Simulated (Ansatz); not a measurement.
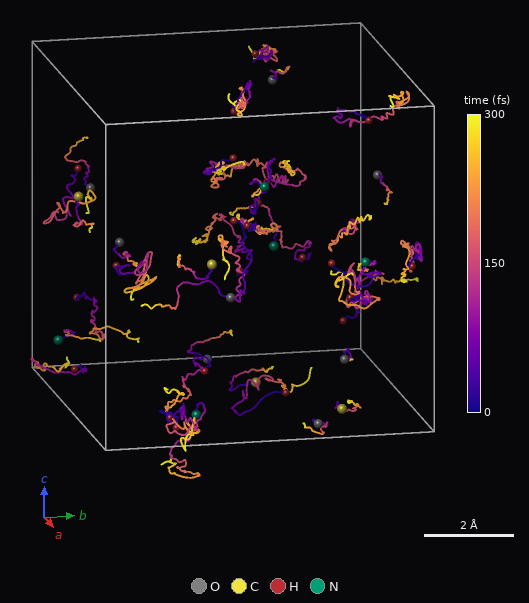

A Born-Oppenheimer molecular dynamics run of a periodic cell with 4 HCOOH + 5 NH3 at 1.0 g/cm³, 300 fs long. It starts from the last geometry of an earlier run, with fresh velocities. Lines trace each atom's path, coloured by time; spheres stand at the starting positions. Seen from a free direction in the simulation cell.

Theory: DFT PBE-D3(BJ), scalar-relativistic, plane waves, PAW in Ansatz 0.2.0. Run with plane-wave cutoff 420 eV; k-point mesh 1 × 1 × 1; Fermi-Dirac smearing 0.05 eV; low-accuracy preset; Langevin thermostat (NVT); set temperature 350 K; time step 0.75 fs; friction 0.01 per fs.

Question: How do the atoms move?

Answer: In the second half of the run the atoms are, in the root-mean-square, this far from where they began (common drift taken out): H 0.93 Å, O 0.82 Å, N 0.63 Å, C 0.62 Å. The heavy atoms stay within a fraction of a molecule's size of their starting places; so short a run doesn't tell a liquid from a solid. Bond changes: one H–O bond forms at about 198 fs; one H–O bond breaks at about 253 fs.

Limits of the set-up: the program's low-accuracy preset was used; the periodic images lie only 7.6 Å apart, so the values are limited by the cell's size.
